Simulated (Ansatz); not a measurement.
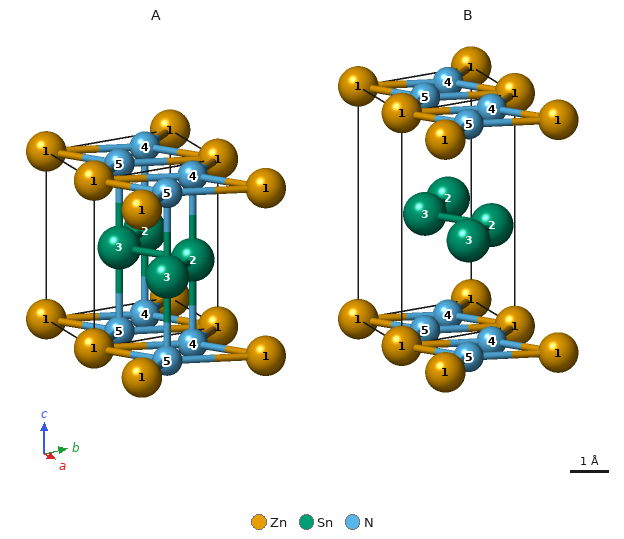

Two geometries of crystalline ZnSn₂N₂ (a generated structure, set up in P6/mmm) (coarse preliminary run), drawn at one scale. One is the start of a relaxation, the other its converged end. The picture is a ball-and-stick view of the cell of the calculation, repeated 2 × 1 × 1 with one cell outlined, seen slightly off an axis.

Computed with Ansatz, DFT PBE, scalar-relativistic, plane waves, PAW. Settings: plane-wave cutoff 420 eV; k-point mesh 6 × 6 × 4; occupations gaussian; smearing width 0.1 eV; no spin polarisation; cell and atoms relaxed; force threshold 0.04 eV/Å; at most 70 steps.

Q: Which of the two is the end point?

A: Structure A is the relaxed one. The energy falls by 590 meV per atom in 9 accepted moves (11 points after the start). All forces vanish by symmetry, so only the cell relaxes. Pressure: 2.42 GPa at the start and 0.11 GPa at the end. The SCF was repeated twice at an unchanged geometry on a basis and grid sized afresh for the cell, which shifted the energy by 5.2 meV per atom at most. No atom moves by more than 0.005 Å relative to the cell. The drawn cell changes as follows: a = b 4.289 → 4.707 Å (+9.7 %), c 6.275 → 4.522 Å (−27.9 %); the volume changes by −13.2 %. Among the contacts that change: Sn2–N4 3.138 → 2.261 Å, Sn2–Sn3 2.477 → 2.717 Å, Zn1–N4 2.477 → 2.717 Å. New bonds form, among them: Sn2–N4 (3.14 → 2.26 Å), Sn3–N5 (3.14 → 2.26 Å). The space group stays P6/mmm (No. 191). Cost: 69 s on 1 thread of Arm Neoverse V1 (shared host), peak memory 0.39 GiB.
